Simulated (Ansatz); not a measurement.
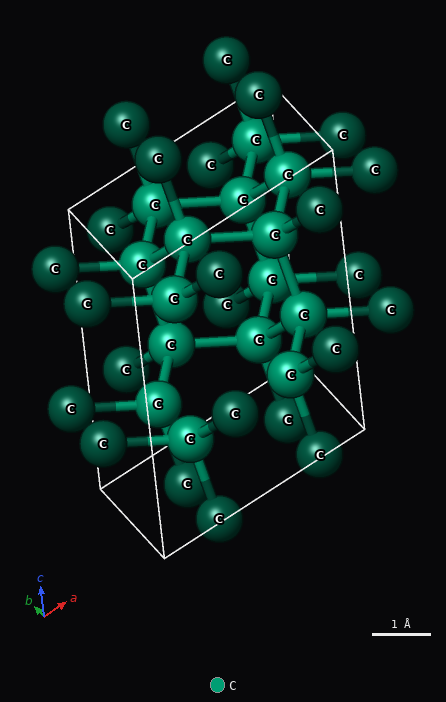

Figure 1. The input geometry (ball-and-stick view of the cell of the calculation, seen slightly off an axis; neighbours outside the cell are drawn fainter). Near neighbours in the crystal (not all of them lie inside the picture): C has 3 C at 1.55 Å; C has 4 C at 1.55 Å.

## Run report: C, geometry relaxation (part 1 of 2)

The run: geometry relaxation of C (defect cell, 15 atoms in the cell). Method and program: DFT PBE, scalar-relativistic, plane waves, PAW, no spin polarisation (Ansatz 0.2.0).

The structure derives from an entry of the Crystallography Open Database. It belongs to a series of runs on one base structure; here: C vacancy after atom 8 has jumped, atoms relaxed.

**The input**
```yaml
crystal:
  lattice:
    - [-3.571475064, -3.571475064, 0.0]
    - [0.0, -3.571475064, 3.571475064]
    - [-3.571475064, 0.0, 3.571475064]
  atoms:
    - { symbol: C, position: [0.25, 0.25, 0.25] }
    - { symbol: C, position: [0.75, 0.75, 0.25] }
    - { symbol: C, position: [0.25, 0.75, 0.25] }
    - { symbol: C, position: [0.75, 0.25, 0.75] }
    - { symbol: C, position: [0.25, 0.25, 0.75] }
    - { symbol: C, position: [0.75, 0.75, 0.75] }
    - { symbol: C, position: [0.25, 0.75, 0.75] }
    - { symbol: C, position: [0.75, 0.25, 0.25] }
    - { symbol: C, position: [0.875, 0.375, 0.375] }
    - { symbol: C, position: [0.375, 0.875, 0.375] }
    - { symbol: C, position: [0.875, 0.875, 0.375] }
    - { symbol: C, position: [0.375, 0.375, 0.875] }
    - { symbol: C, position: [0.875, 0.375, 0.875] }
    - { symbol: C, position: [0.375, 0.875, 0.875] }
    - { symbol: C, position: [0.875, 0.875, 0.875] }
basis:
  ecutwfc: 420
kpoints:
  mp_grid: { grid: [4, 4, 4] }
hamiltonian:
  xc: pbe
scf:
  occupations: { method: gaussian, width: 0.05 }
output:
  forces: true
  stress: true
  eigenvalues: true
  write_density: true
  write_potential: true
  elf: true
  volumetric_format: npy
relax:
  adjacent_minimum: "off"
  f_tol: 0.02
  max_steps: 50
```

Run as:
```bash
ansatz run input.yaml --threads 4 --pin off --max-ram 9216MiB --backend cpu --events-out ev --progress --plain --runs-dir out
```

**What the program printed**
```
Warning: output.stress: scf.convergence.dr2_threshold = 1e-7 eV (the SCF's general default) is looser than the 1.5e-9 eV advised for a printed stress (1e-10 eV for each atom of the cell: 15). What an SCF threshold leaves in a stress goes as its square root, and in the free energy as the threshold itself, and one threshold admits the most on a small cell: of the crystals measured, under no hybrid functional and no lock of the moments, on runs that ended without the residual-converged pass, on stresses that held no estimate of that error, the worst erred by over 100 MPa in a component at 1e-7 eV an atom and by under 5 at 1e-10. Every solve of this run answers to scf.convergence.dr2_threshold, and the tensor of one is reported: a single SCF on the reported geometry and on this run's grids (its basis.xc_grid and basis.ecutrho_ratio typed), with scf.convergence.dr2_threshold at 1.5e-9 eV or tighter, prints it and tightens no other solve. Else set scf.convergence.dr2_threshold to 1.5e-9 eV or tighter. The threshold is an SCF's pass mark: one that does not reach it within its budget of iterations ends unconverged, or closes short of it on a stop that the run arms, and scf.convergence.dr2_threshold's page says what that costs each kind of run
Engine: ansatz 0.2.0, x86_64-unknown-linux-gnu
Pseudopotentials: kind: paw
Pseudopotential: C, paw, valence charge 4, recommended cutoff 420 eV (normal), C.paw.azcp
Functional definition: PBE
  parameter kappa = 0.804
  parameter beta = 0.06672455060314922
  exchange = pbe_x(kappa = kappa, mu = beta*pi^2/3)
  correlation = pbe_c(beta = beta)
Crystal: 15 atoms, lattice volume = 91.111 Å³
Basis set: ecut = 420 eV, 1807 PW (Γ), exchange–correlation on 72×72×72 points (8 copies of the dense FFT grid, shifted against one another)
Bands: 45, of which v1, the nominal top of the filled ones, is band 30 counted from 1 (29 counted from 0)
Symmetry: 24 space group operations
Space group: F-43m (ITA 216), of the structure as read, at distance tolerance 4.5e-5 Å
k-points: 8 of 64 (time reversal used)
Non-local potential: C, projectors of the file, l = 0: 2, l = 1: 2, l = 2: 1
PAW form: soft (Blöchl's): semilocal exchange-correlation on the pseudo side does not see the compensation charge
PAW one-centre angular grid: C, 110 points (default); XC on 64 Gauss nodes
Initial density: superposition of atomic densities (neutral atoms: chi_scale 0, normalization atom), corrected by the library's trained network
Initial wavefunctions: pseudopotential atomic-orbital guess
Functional: x = pbe(κ = 0.804, μ = 0.2195149727645171), c = pbe(β = 0.06672455060314922)
SCF iter   1: F=—  HF=-3756.181207 eV  |F-HF|=—  |Δ(HF+E_count)|=         —  Δρ=6.58e-3  dr2=2.00e-2  ethr=1.77e-3  ⟨swp⟩=6.5  Hψ=1550  notcnv=0  defer=28
preconditioner: auto → Resta (q_TF=auto, 2.545 Å⁻¹)  ε∞=4.5  [insulator: Δε(μ)=0.086 eV  Ē_g=16.005 eV  σ=0.050 eV  W_gap=0.77  n_scr=26 (ndim 8)  ℏωp=30.1 eV  f_vac=0.000  D(μ)=3.82/eV (n_scr^D=26)  ε∞_Penn≈4.5]
SCF iter   2: F=—  HF=-3756.181553 eV  |F-HF|=—  |Δ(HF+E_count)|=   3.46e-4  Δρ=3.59e-3  dr2=6.39e-3  ethr=3.33e-5  ⟨swp⟩=1.6  Hψ=458  notcnv=0  defer=46
SCF iter   3: F=—  HF=-3756.182006 eV  |F-HF|=—  |Δ(HF+E_count)|=   4.53e-4  Δρ=3.79e-4  dr2=1.11e-4  ethr=1.07e-5  ⟨swp⟩=2.4  Hψ=537  notcnv=0  defer=46
iter 4 did not close the SCF: its close was put off for the readings that it lacked (scf_convergence_deferred on its scf_iter line)
SCF iter   4: F=-3756.182047 eV  HF=-3756.182045 eV  |F-HF|=1.69e-6  |Δ(HF+E_count)|=   3.96e-5  Δρ=8.27e-5  dr2=3.81e-6  ethr=1.85e-7  ⟨swp⟩=2.8  Hψ=537  notcnv=0  defer=46
iter 5 did not close the SCF: its close was put off for the readings that it lacked (scf_convergence_deferred on its scf_iter line)
SCF iter   5: F=-3756.182048 eV  HF=-3756.182048 eV  |F-HF|=2.32e-8  |Δ(HF+E_count)|=   2.47e-6  Δρ=8.08e-6  dr2=3.24e-8  ethr=6.34e-9  ⟨swp⟩=2.0  Hψ=532  notcnv=0  defer=46
SCF iter   6: F=-3756.182048 eV  HF=-3756.182048 eV  |F-HF|=8.19e-10  |Δ(HF+E_count)|=   2.81e-8  Δρ=1.36e-6  dr2=9.10e-10  ethr=5.40e-11  ⟨swp⟩=15.5  Hψ=2573  notcnv=0
SCF 1 converged in 6 iterations: F = -3756.182048 eV  dr2 = 9.10e-10
  greatest PAW one-centre occupation: 0.664 electrons in one spin orbital (limit 2), on the C atom at site 7 (counted from 0), in its partial waves of l = 0
relax step   1: F+E_penalty+E_count = -3756.18204786 eV  Δ(F+E_penalty+E_count) = +0.000e0 eV  max|allowed force component| = 1.811e0 eV/Å  Δτ_max = 0.0000 Å  (6 SCF iters, dr2 threshold 1.00e-5 eV, accepted)
Initial density: handed on by an earlier stage of this run
Initial wavefunctions: those handed on with the density
iter 1 solved again at ethr=1.41e-4 eV; its pass at ethr=3.10e-3 eV (dr2=8.48e-2 eV) is discarded
SCF iter   1: F=—  HF=-3756.862868 eV  |F-HF|=—  |Δ(HF+E_count)|=         —  Δρ=1.14e-2  dr2=8.73e-2  ethr=1.41e-4  ⟨swp⟩=1.9  Hψ=1359  notcnv=0  defer=66
preconditioner: auto → Resta (q_TF=auto, 2.545 Å⁻¹)  ε∞=4.5  [insulator: Δε(μ)=0.143 eV  Ē_g=16.188 eV  σ=0.050 eV  W_gap=0.91  n_scr=26 (ndim 8)  ℏωp=30.1 eV  f_vac=0.000  D(μ)=1.72/eV (n_scr^D=14)  ε∞_Penn≈4.5]
SCF iter   2: F=—  HF=-3756.845838 eV  |F-HF|=—  |Δ(HF+E_count)|=   1.70e-2  Δρ=5.65e-3  dr2=2.02e-2  ethr=1.41e-4  ⟨swp⟩=2.4  Hψ=473  notcnv=0  defer=66
SCF iter   3: F=—  HF=-3756.840844 eV  |F-HF|=—  |Δ(HF+E_count)|=   4.99e-3  Δρ=7.31e-4  dr2=7.13e-4  ethr=3.36e-5  ⟨swp⟩=2.1  Hψ=486  notcnv=0  defer=66
SCF iter   4: F=—  HF=-3756.840693 eV  |F-HF|=—  |Δ(HF+E_count)|=   1.51e-4  Δρ=1.73e-4  dr2=2.15e-5  ethr=1.19e-6  ⟨swp⟩=2.1  Hψ=547  notcnv=0  defer=66
iter 5 did not close the SCF: its close was put off for the readings that it lacked (scf_convergence_deferred on its scf_iter line)
SCF iter   5: F=-3756.840692 eV  HF=-3756.840692 eV  |F-HF|=1.85e-7  |Δ(HF+E_count)|=   1.08e-6  Δρ=2.56e-5  dr2=4.79e-7  ethr=3.58e-8  ⟨swp⟩=2.8  Hψ=568  notcnv=0  defer=66
SCF iter   6: F=-3756.840692 eV  HF=-3756.840692 eV  |F-HF|=5.11e-9  |Δ(HF+E_count)|=   2.50e-7  Δρ=4.30e-6  dr2=9.34e-9  ethr=7.98e-10  ⟨swp⟩=18.4  Hψ=2903  notcnv=0
SCF 2 converged in 6 iterations: F = -3756.840692 eV  dr2 = 9.34e-9
  greatest PAW one-centre occupation: 0.665 electrons in one spin orbital (limit 2), on the C atom at site 7 (counted from 0), in its partial waves of l = 0
relax step   2: F+E_penalty+E_count = -3756.84069215 eV  Δ(F+E_penalty+E_count) = -6.586e-1 eV  max|allowed force component| = 6.296e-1 eV/Å  Δτ_max = 0.0886 Å  (6 SCF iters, dr2 threshold 1.00e-4 eV, accepted)
SCF iter   1: F=—  HF=-3756.890512 eV  |F-HF|=—  |Δ(HF+E_count)|=         —  Δρ=5.06e-3  dr2=2.20e-2  ethr=1.00e-4  ⟨swp⟩=3.0  Hψ=837  notcnv=0  defer=66
preconditioner: auto → Resta (q_TF=auto, 2.545 Å⁻¹)  ε∞=4.5  [insulator: Δε(μ)=0.152 eV  Ē_g=16.216 eV  σ=0.050 eV  W_gap=0.91  n_scr=26 (ndim 8)  ℏωp=30.1 eV  f_vac=0.000  D(μ)=1.68/eV (n_scr^D=14)  ε∞_Penn≈4.5]
SCF iter   2: F=—  HF=-3756.885564 eV  |F-HF|=—  |Δ(HF+E_count)|=   4.95e-3  Δρ=2.31e-3  dr2=3.82e-3  ethr=3.67e-5  ⟨swp⟩=1.5  Hψ=456  notcnv=0  defer=66
SCF iter   3: F=—  HF=-3756.884558 eV  |F-HF|=—  |Δ(HF+E_count)|=   1.01e-3  Δρ=2.95e-4  dr2=4.72e-5  ethr=6.37e-6  ⟨swp⟩=2.0  Hψ=444  notcnv=0  defer=66
iter 4 did not close the SCF: its close was put off for the readings that it lacked (scf_convergence_deferred on its scf_iter line)
SCF iter   4: F=-3756.884561 eV  HF=-3756.884563 eV  |F-HF|=1.60e-6  |Δ(HF+E_count)|=   5.03e-6  Δρ=4.79e-5  dr2=2.59e-6  ethr=7.87e-8  ⟨swp⟩=2.0  Hψ=518  notcnv=0  defer=66
iter 5 did not close the SCF: its close was put off for the readings that it lacked (scf_convergence_deferred on its scf_iter line)
SCF iter   5: F=-3756.884562 eV  HF=-3756.884562 eV  |F-HF|=2.43e-8  |Δ(HF+E_count)|=   3.60e-7  Δρ=8.42e-6  dr2=5.29e-8  ethr=4.32e-9  ⟨swp⟩=2.1  Hψ=467  notcnv=0  defer=66
SCF iter   6: F=-3756.884562 eV  HF=-3756.884562 eV  |F-HF|=7.00e-11  |Δ(HF+E_count)|=   4.27e-8  Δρ=1.66e-6  dr2=1.89e-9  ethr=8.82e-11  ⟨swp⟩=14.8  Hψ=2589  notcnv=0
SCF 3 converged in 6 iterations: F = -3756.884562 eV  dr2 = 1.89e-9
  greatest PAW one-centre occupation: 0.667 electrons in one spin orbital (limit 2), on the C atom at site 0 (counted from 0), in its partial waves of l = 0
relax step   3: F+E_penalty+E_count = -3756.88456226 eV  Δ(F+E_penalty+E_count) = -4.387e-2 eV  max|allowed force component| = 8.716e-2 eV/Å  Δτ_max = 0.0205 Å  (6 SCF iters, dr2 threshold 2.48e-5 eV, accepted)
SCF iter   1: F=—  HF=-3756.885169 eV  |F-HF|=—  |Δ(HF+E_count)|=         —  Δρ=5.33e-4  dr2=2.70e-4  ethr=2.94e-6  ⟨swp⟩=2.0  Hψ=699  notcnv=0  defer=11
preconditioner: auto → Resta (q_TF=auto, 2.545 Å⁻¹)  ε∞=4.5  [insulator: Δε(μ)=0.152 eV  Ē_g=16.213 eV  σ=0.050 eV  W_gap=0.91  n_scr=26 (ndim 8)  ℏωp=30.1 eV  f_vac=0.000  D(μ)=1.68/eV (n_scr^D=14)  ε∞_Penn≈4.5]
SCF iter   2: F=—  HF=-3756.885119 eV  |F-HF|=—  |Δ(HF+E_count)|=   5.01e-5  Δρ=2.47e-4  dr2=4.71e-5  ethr=4.50e-7  ⟨swp⟩=1.4  Hψ=467  notcnv=0  defer=13
SCF iter   3: F=—  HF=-3756.885108 eV  |F-HF|=—  |Δ(HF+E_count)|=   1.14e-5  Δρ=3.26e-5  dr2=6.01e-7  ethr=7.84e-8  ⟨swp⟩=2.0  Hψ=444  notcnv=0  defer=13
iter 4 did not close the SCF: its close was put off for the readings that it lacked (scf_convergence_deferred on its scf_iter line)
SCF iter   4: F=-3756.885108 eV  HF=-3756.885108 eV  |F-HF|=1.70e-8  |Δ(HF+E_count)|=   7.29e-8  Δρ=5.50e-6  dr2=4.37e-8  ethr=1.00e-9  ⟨swp⟩=2.0  Hψ=508  notcnv=0  defer=13
iter 5 did not close the SCF: its close was put off for the readings that it lacked (scf_convergence_deferred on its scf_iter line)
SCF iter   5: F=-3756.885108 eV  HF=-3756.885108 eV  |F-HF|=4.89e-10  |Δ(HF+E_count)|=   2.43e-9  Δρ=1.15e-6  dr2=8.37e-10  ethr=7.29e-11  ⟨swp⟩=2.0  Hψ=502  notcnv=0  defer=13
SCF iter   6: F=-3756.885108 eV  HF=-3756.885108 eV  |F-HF|=0.00e0  |Δ(HF+E_count)|=  7.22e-10  Δρ=1.59e-7  dr2=1.53e-11  ethr=1.39e-12  ⟨swp⟩=11.4  Hψ=2119  notcnv=0
SCF 4 converged in 6 iterations: F = -3756.885108 eV  dr2 = 1.53e-11
  greatest PAW one-centre occupation: 0.667 electrons in one spin orbital (limit 2), on the C atom at site 7 (counted from 0), in its partial waves of l = 0
relax step   4: F+E_penalty+E_count = -3756.88510781 eV  Δ(F+E_penalty+E_count) = -5.455e-4 eV  max|allowed force component| = 5.580e-3 eV/Å  Δτ_max = 0.0015 Å  (6 SCF iters, dr2 threshold 4.75e-7 eV, accepted)
iter 1 solved again at ethr=1.00e-12 eV; its pass at ethr=3.10e-3 eV (dr2=1.90e-11 eV) is discarded
SCF iter   1: F=—  HF=-3756.885108 eV  |F-HF|=—  |Δ(HF+E_count)|=         —  Δρ=1.76e-7  dr2=1.74e-11  ethr=1.00e-12  ⟨swp⟩=2.0  Hψ=1100  notcnv=0
preconditioner: auto → Resta (q_TF=auto, 2.545 Å⁻¹)  ε∞=4.5  [insulator: Δε(μ)=0.152 eV  Ē_g=16.212 eV  σ=0.050 eV  W_gap=0.91  n_scr=26 (ndim 8)  ℏωp=30.1 eV  f_vac=0.000  D(μ)=1.68/eV (n_scr^D=14)  ε∞_Penn≈4.5]
iter 2 did not close the SCF: its close was put off for the readings that it lacked (scf_convergence_deferred on its scf_iter line)
SCF iter   2: F=-3756.885108 eV  HF=-3756.885108 eV  |F-HF|=1.82e-12  |Δ(HF+E_count)|=   4.78e-8  Δρ=9.17e-8  dr2=4.50e-12  ethr=1.00e-12  ⟨swp⟩=2.0  Hψ=518  notcnv=0
iter 3 did not close the SCF: its close was put off for the readings that it lacked (scf_convergence_deferred on its scf_iter line)
SCF iter   3: F=-3756.885108 eV  HF=-3756.885108 eV  |F-HF|=4.55e-13  |Δ(HF+E_count)|=  2.27e-12  Δρ=2.68e-8  dr2=5.56e-13  ethr=1.00e-12  ⟨swp⟩=1.0  Hψ=292  notcnv=0
iter 4 did not close the SCF: its close was put off for the readings that it lacked (scf_convergence_deferred on its scf_iter line)
SCF iter   4: F=-3756.885108 eV  HF=-3756.885108 eV  |F-HF|=4.55e-13  |Δ(HF+E_count)|=  4.55e-13  Δρ=1.47e-8  dr2=1.43e-13  ethr=1.00e-12  ⟨swp⟩=1.0  Hψ=292  notcnv=0
iter 5 did not close the SCF: its close was put off for the readings that it lacked (scf_convergence_deferred on its scf_iter line)
SCF iter   5: F=-3756.885108 eV  HF=-3756.885108 eV  |F-HF|=0.00e0  |Δ(HF+E_count)|=  9.09e-13  Δρ=1.03e-8  dr2=8.82e-14  ethr=1.00e-12  ⟨swp⟩=1.0  Hψ=292  notcnv=0
SCF iter   6: F=-3756.885108 eV  HF=-3756.885108 eV  |F-HF|=1.36e-12  |Δ(HF+E_count)|=  9.09e-13  Δρ=2.16e-9  dr2=2.72e-15  ethr=1.00e-12  ⟨swp⟩=4.0  Hψ=1101  notcnv=0
SCF 5 converged in 6 iterations: F = -3756.885108 eV  dr2 = 2.72e-15
relax step   5: F+E_penalty+E_count = -3756.88510781 eV  Δ(F+E_penalty+E_count) = -5.457e-12 eV  max|allowed force component| = 5.579e-3 eV/Å  Δτ_max = 0.0000 Å  (6 SCF iters, accepted)
```

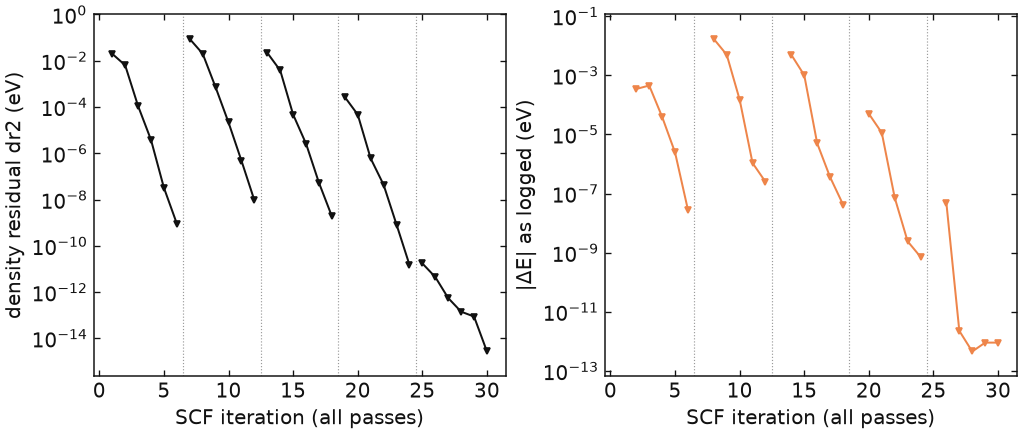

Figure 2. Convergence of the self-consistent field: density residual dr2 and size of the energy change against the SCF iteration. The dotted lines part the SCF passes of the relaxation: geometry steps, rejected trials and re-solves on a re-selected basis. The 5 passes take 6 iterations each, 30 in all.

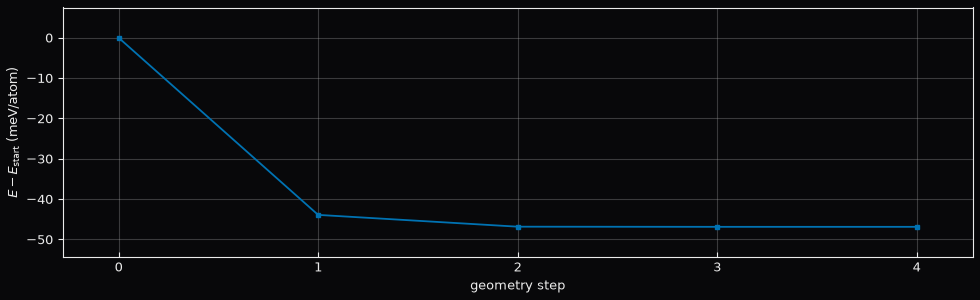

Figure 3. Progress of the relaxation, step by step (the first geometry is step 0 here and step 1 in the log).

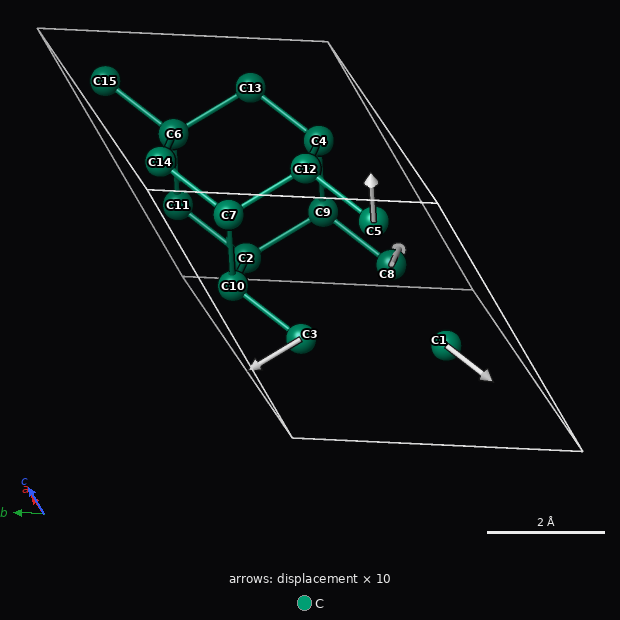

Figure 4. The starting structure with the displacements as white arrows, magnified 10 times (ball-and-stick view of the cell of the calculation, seen at an oblique angle). The largest moves, 0.11 Å, are those of C1, C3, C5 and C8. The cell doesn't change. Distances before and after: C1–C10 1.546 → 1.517 Å. Among the angles that change: C1–C12–C5 109.5° → 101.4°, C9–C1–C10 109.5° → 113.2°. Over 4 geometry steps the energy falls by 46.9 meV per atom. Largest force component: 1.8 eV/Å at the start, 0.0056 eV/Å at the end. (Atoms are counted from 1 in the order of the input.)
